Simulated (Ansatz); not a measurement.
The coordinates of a crystal:

Space group P4_2/nmc:1 (No. 137). a = 3.593 Å, b = 3.593 Å, c = 5.531 Å, α = 90.00°, β = 90.00°, γ = 90.00°
```csv
atom,site,symmetry,x,y,z
Sn,2a,-4m2,0.5000,0.5000,0.5000
O,4d,2mm.,0.5000,0.0000,0.8231
```

Question: Describe what this structure looks like.

Answer: The formula is SnO$_{2}$. The lattice is primitive tetragonal and the space group P4_2/nmc (No. 137). Content of the cell: 2 Sn, 4 O (Z = 2). The coordination, counted out to bonding distance, is Sn 8 and O 4.

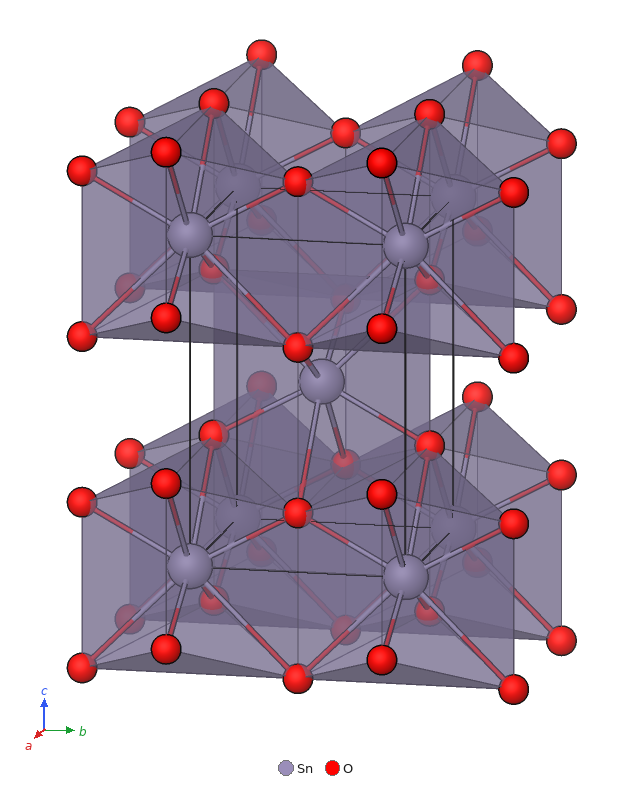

Figure: polyhedral view slightly off an axis. The parallelepiped is the conventional unit cell. Some atoms of the next cells are drawn as well.

The starting point was a structure listed in the Materials Project, with elements exchanged, so it need not be a known form of the compound. Earlier steps of the study may have refined or changed the cell and positions. It was the input of a calculation with Ansatz.
